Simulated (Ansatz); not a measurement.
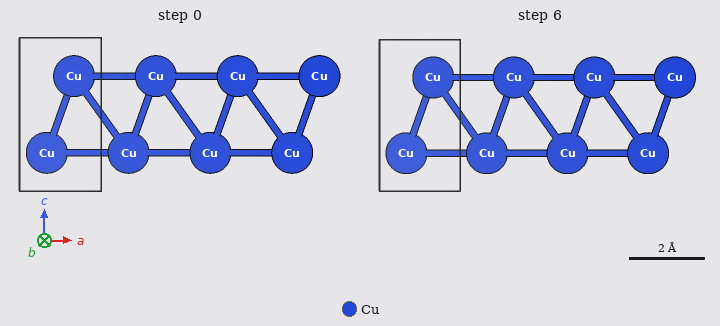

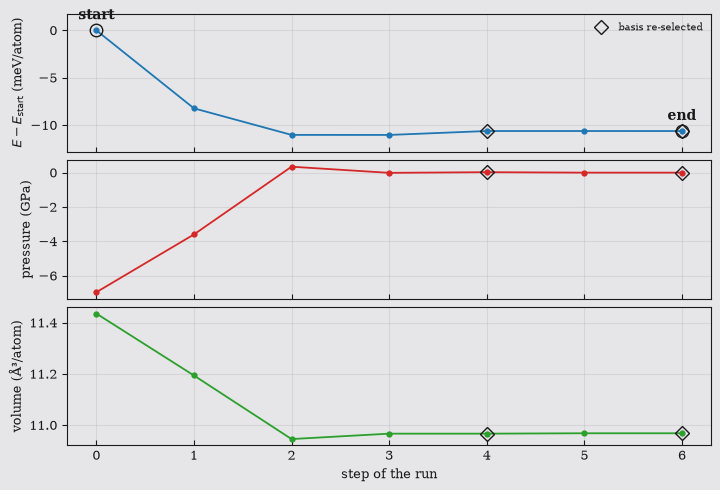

First and last geometry of a relaxation of a crystal of Cu (set up in P6_3/mmc), with the history of the run. A ball-and-stick model of the cell of the calculation, repeated 4 × 1 × 1 with one cell outlined, seen along the b axis.

The run lets cell and atoms move.

These are results of Kohn-Sham DFT of a periodic cell, PBEsol with D3(BJ)-ATM, Ansatz PAW in Ansatz, not measurements.

Input
```yaml
crystal:
  lattice:
    - [2.5340966698, 0.0, 0.0]
    - [-1.2670483349, 2.1945920917, 0.0]
    - [0.0, 0.0, 4.112571]
  atoms:
    - { symbol: Cu, position: [0.6666666667, 0.3333333333, 0.75] }
    - { symbol: Cu, position: [0.3333333333, 0.6666666667, 0.25] }
hamiltonian:
  xc: pbesol
  pseudopotentials: { kind: paw }
  dispersion: d3bjatm
kpoints:
  mp_grid: { grid: [12, 12, 7] }
scf:
  occupations: { method: fermi_dirac, width: 0.05 }
output:
  forces: true
  stress: true
  eigenvalues: true
relax:
  f_tol: 0.01
  max_steps: 40
  cell: { stress_tol: 0.05 }
```

Run as
```bash
ansatz run input.yaml --threads 2 --pin off --max-ram 5632MiB --backend cpu --events-out ev --progress --plain --runs-dir out
```

Question: Did the run converge, and what did it change?

Answer: It converged. The atoms keep their places relative to the cell (all moves are under 0.005 Å). Cell: a = b 2.534 → 2.496 Å (−1.5 %), c 4.113 → 4.065 Å (−1.1 %). Volume −4.1 %. Among the contacts that change: Cu–Cu 2.534 → 2.496 Å. The space group stays P6_3/mmc (No. 194). Over 4 accepted moves (6 points after the start) the energy falls by 10.6 meV per atom. All forces vanish by symmetry, so only the cell relaxes. The pressure goes from −6.96 to 0.00 GPa. At 2 points the geometry stayed and the basis and grid were re-selected for the new cell (energy shift of 0.4 meV per atom at most each time). The run took 3.2 s on 2 threads of AMD EPYC 9R45 96-Core Processor (Zen 5), with other jobs on the host, peak memory 0.36 GiB.
